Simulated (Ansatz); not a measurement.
# NbC(111) (Fm-3m bulk, 9 atomic planes (those closer than 0.6 Å count as one), 10 Å, Nb-terminated, slab composition Nb5C4): simulated STM

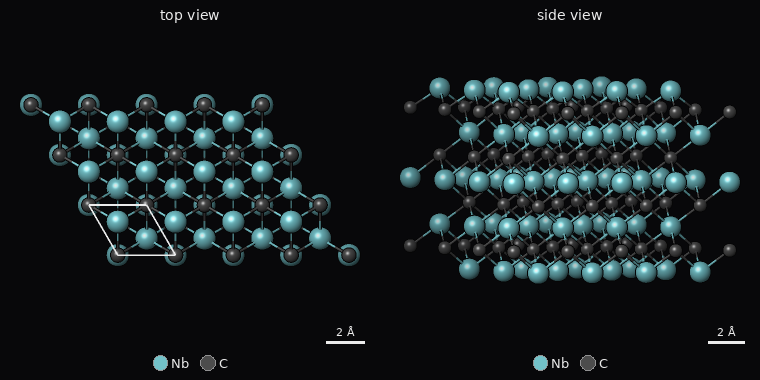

The relaxed structure from above and from the side.

Computed with DFT PBE, scalar-relativistic, plane waves, PAW (Ansatz 0.2.0). Cutoff 420 eV, 21 × 21 k-points, Gaussian smearing 0.1 eV, dipole correction. The slab is a cut without reconstruction beyond its cell, at the source's lattice constants, with its lower half held fixed and the rest relaxed. No spin polarisation; a magnetic state wasn't tried and may lie lower. The run couldn't confirm all of its levels under its output density. The run warns that the functional's potential is rough in the thin density of the vacuum, where the tip is; weak contrasts and barriers may feel it.

Tersoff–Hamann simulation (s-wave tip); biases are sample biases. Bias windows are sharp sums over the levels of the k mesh.

```
CELL_PARAMETERS angstrom
3.11127 0.00000 0.00000
-1.55563 2.69444 0.00000
0.00000 0.00000 30.16136
ATOMIC_POSITIONS crystal
Nb 0.66667 0.33333 0.33155
C 0.00000 0.00000 0.37366
Nb 0.33333 0.66667 0.41577
C 0.66667 0.33333 0.45789
Nb 0.00000 0.00000 0.50243
C 0.33333 0.66667 0.54633
Nb 0.66667 0.33333 0.59011
C 0.00000 0.00000 0.63505
Nb 0.33333 0.66667 0.67268
```

The last single point, restarted from the relaxation's density, took 98 s on 1 thread of Arm Neoverse V2 (shared host), peak memory 0.68 GiB.

## 1. One image

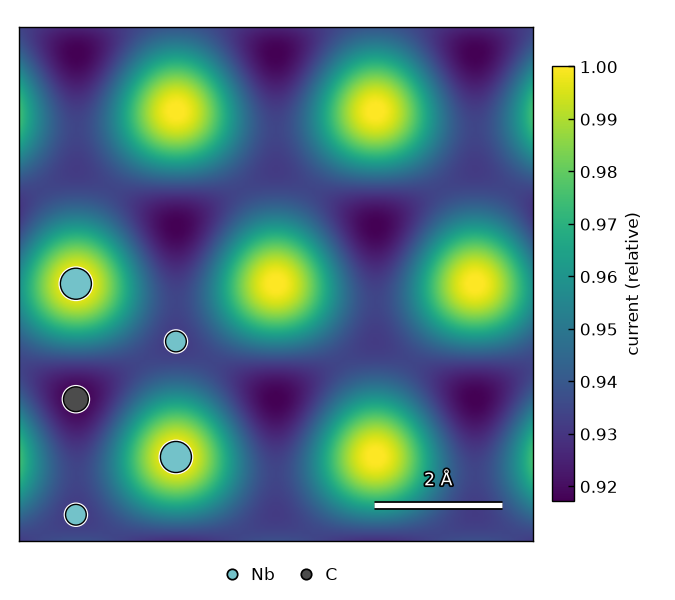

Constant-height image 3.5 Å above the topmost atom of this surface, sample bias +1.50 V. The atoms seen from above are drawn over one corner (deeper ones smaller).

**Which atoms or sites appear bright, which dark, and how strong is the contrast?**

The brightest spots lie over the top Nb atoms; the darkest points are over the C atoms 1.1 Å below the top plane. The brightest point carries 1.1 times the current of the darkest. So weak a contrast (1.09 times) depends on the k-mesh and on the tip.

## 2. Approach curves

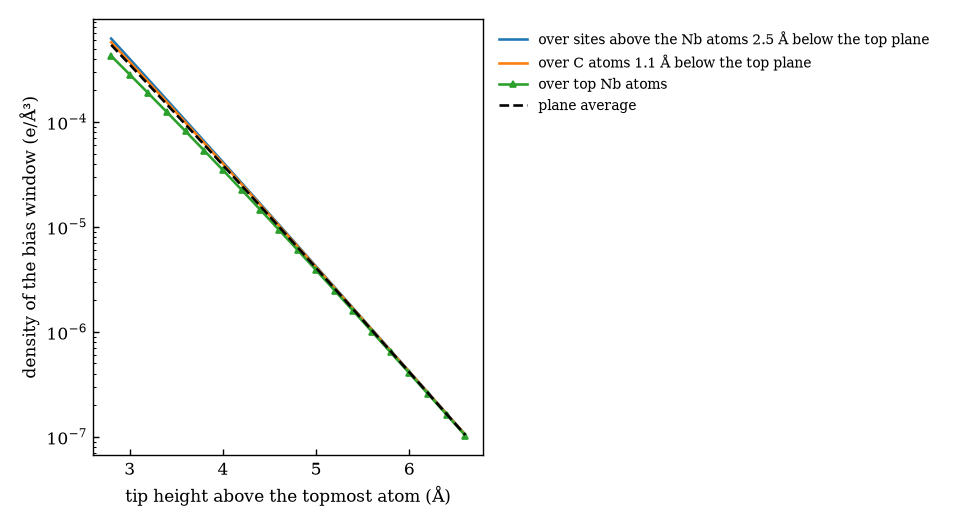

Approach curves over this surface at a sample bias of +0.25 V.

**How fast does the current decay, and what apparent barrier height does that imply?**

Near 4 Å the plane average falls as exp(−2.23 z/Å), a factor of 9.3 per ångström, which gives an apparent barrier of 4.7 eV (0.952 eV Å² times the slope squared). The vacuum level lies 4.52 eV above zero bias. The upper edge of the window lies 4.27 eV under it. The apparent barrier is above 4.27 eV.

## 3. Bias series

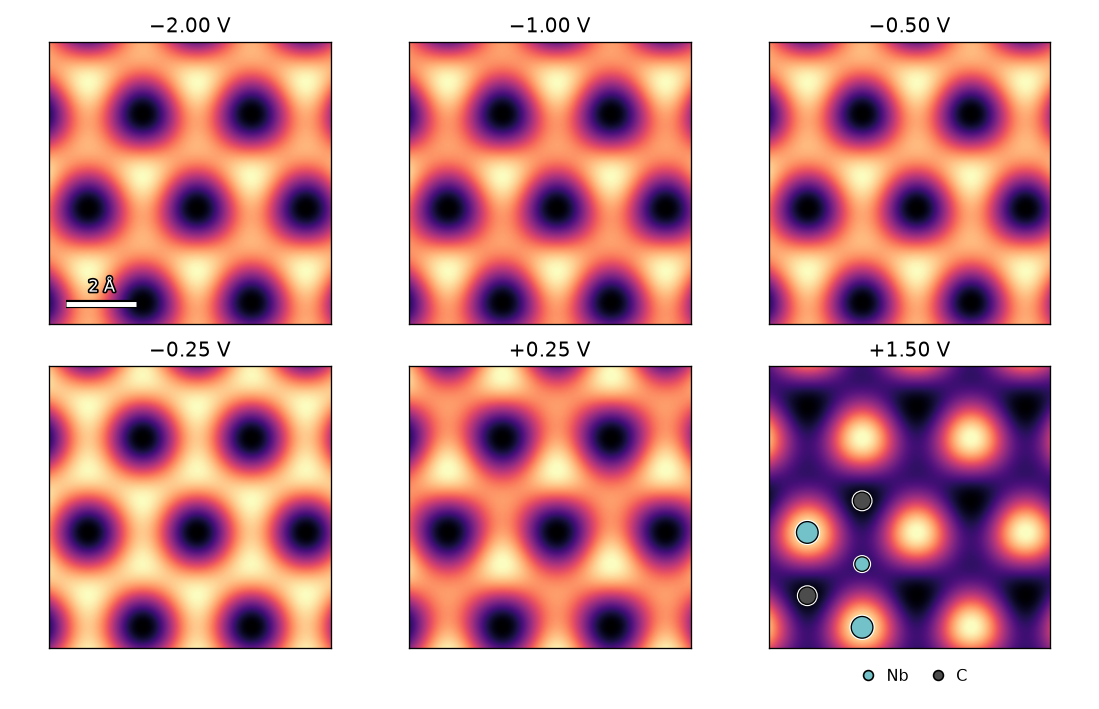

Constant-height images of this surface at 6 sample biases, each on its own colour scale; the last has the atoms seen from above drawn over one corner (deeper ones smaller).

**How do the images change with bias?**

| bias | height (Å) | bright/dark | brightest over |
| --- | --- | --- | --- |
| −2.00 V | 3.5 | 1.2 | C atoms 1.1 Å below the top plane |
| −1.00 V | 3.5 | 1.2 | C atoms 1.1 Å below the top plane |
| −0.50 V | 3.5 | 1.2 | C atoms 1.1 Å below the top plane |
| −0.25 V | 3.5 | 1.1 | C atoms 1.1 Å below the top plane and sites above the Nb atoms 2.5 Å below the top plane |
| +0.25 V | 3.5 | 1.3 | sites above the Nb atoms 2.5 Å below the top plane |
| +1.50 V | 3.5 | 1.1 | top Nb atoms |

The slab has states at the Fermi level, so this model gives a current down to small biases. Its work function (top face) is 4.52 eV.

The weakest contrasts here depend on the k mesh and on the tip.
